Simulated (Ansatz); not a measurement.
Given this structure, the end point of a relaxation with DFT PBEsol, scalar-relativistic, plane waves, PAW in Ansatz; the starting structure was generated, so it need not be a known form of this composition, written in its standard cell:

```cif
data_structure
_symmetry_space_group_name_H-M 'R-3m:H'
_symmetry_Int_Tables_number 166
_cell_length_a 2.9260
_cell_length_b 2.9260
_cell_length_c 18.9460
_cell_angle_alpha 90.000
_cell_angle_beta 90.000
_cell_angle_gamma 120.000
_cell_volume 140.47
loop_
_atom_site_label
_atom_site_type_symbol
_atom_site_symmetry_multiplicity
_atom_site_Wyckoff_symbol
_atom_site_fract_x
_atom_site_fract_y
_atom_site_fract_z
_atom_site_occupancy
Mo1 Mo 3 a 0.00000 0.00000 0.00000 1
Mo2 Mo 6 c 0.00000 0.00000 0.22453 1
```

> What does the kinematic electron diffraction pattern along [210] look like at 100 kV (B = 0.5 Å²)?

The spots form a rectangular net whose two shortest vectors correspond to d = 6.32 Å and 1.46 Å, 90.0° apart. They are 0 0 3 (weak) and 1 -2 0. The pattern has symmetry 2mm. The lattice centring (R) removes all reflections that break −h + k + l = 3n; reflections such as 1 -2 -3, 1 -2 3, 1 -2 -6 are allowed but too weak to see at this display level.

Strongest reflections with d > 0.80 Å, one of each family (|F|² from tabulated Gaussian fits of the electron scattering factors, times a small damping for the curvature of the Ewald sphere):

```tsv
hkl	d (Å)	I (strongest = 100)
0 0 9	2.105	100
1 -2 0	1.463	45
1 -2 9	1.201	26
0 0 18	1.053	17
1 -2 18	0.854	8
0 0 12	1.579	1
```

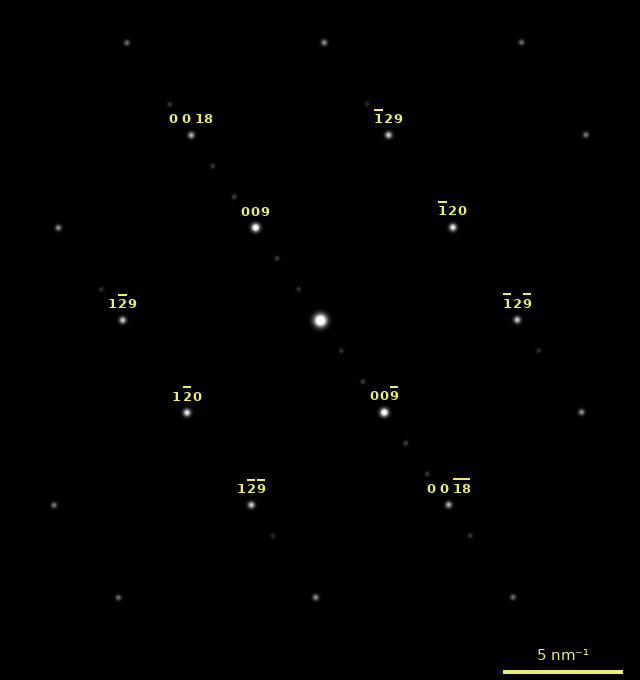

Calculated pattern, seen from the source side with [210] pointing towards the source.
